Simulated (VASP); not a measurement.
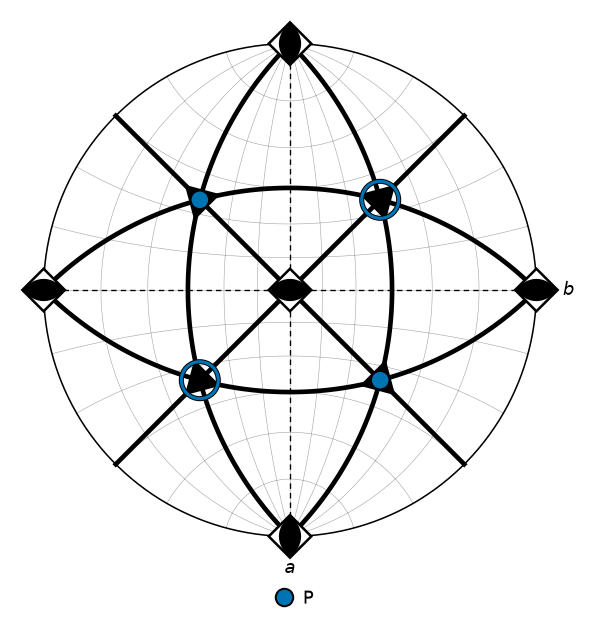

For GaP, the geometry relaxed with VASP 6.6.1, VASP Kohn-Sham DFT of a periodic cell, PW91, VASP PAW PBE potentials, recommended: directions from one gallium atom at (0, 0, 0) to its bonded neighbours, in stereographic projection down c (filled: above the plane of the page or in it, open: below). Geometry calculated from the standardised cell; symmetry tolerance 0.002 Å.

Neighbours are counted up to 2.79 Å for P. The symmetry elements of the site are drawn in: heavy lines are mirror planes (a heavy rim: a mirror in the plane of the page); lens, triangle, square and hexagon are 2-, 3-, 4- and 6-fold axes, a lens in an open square is −4, a triangle in an open hexagon −6; thin dashed diameters join the ends of axes that lie in the page; a small open circle marks inversion.

```cif
data_structure
_symmetry_space_group_name_H-M 'P 1'
_symmetry_Int_Tables_number 1
_cell_length_a 5.5044
_cell_length_b 5.5044
_cell_length_c 5.5044
_cell_angle_alpha 90.000
_cell_angle_beta 90.000
_cell_angle_gamma 90.000
_cell_volume 166.78
loop_
_atom_site_label
_atom_site_type_symbol
_atom_site_fract_x
_atom_site_fract_y
_atom_site_fract_z
_atom_site_occupancy
Ga1 Ga 0.00000 0.00000 0.00000 1
P1 P 0.25000 0.25000 0.25000 1
Ga2 Ga 0.00000 0.50000 0.50000 1
P2 P 0.25000 0.75000 0.75000 1
Ga3 Ga 0.50000 0.00000 0.50000 1
P3 P 0.75000 0.25000 0.75000 1
Ga4 Ga 0.50000 0.50000 0.00000 1
P4 P 0.75000 0.75000 0.25000 1
```

**How many neighbours are there, and at what angles?**

4: 4 P at 2.38 Å. Angles between bonds: 109° (6×).

**What is the site's symmetry in the crystal?**

Point group -43m (Td), order 24: three −4 axes, four threefold axes, six mirror planes. In No. 216, F-43m this is Wyckoff position 4a.
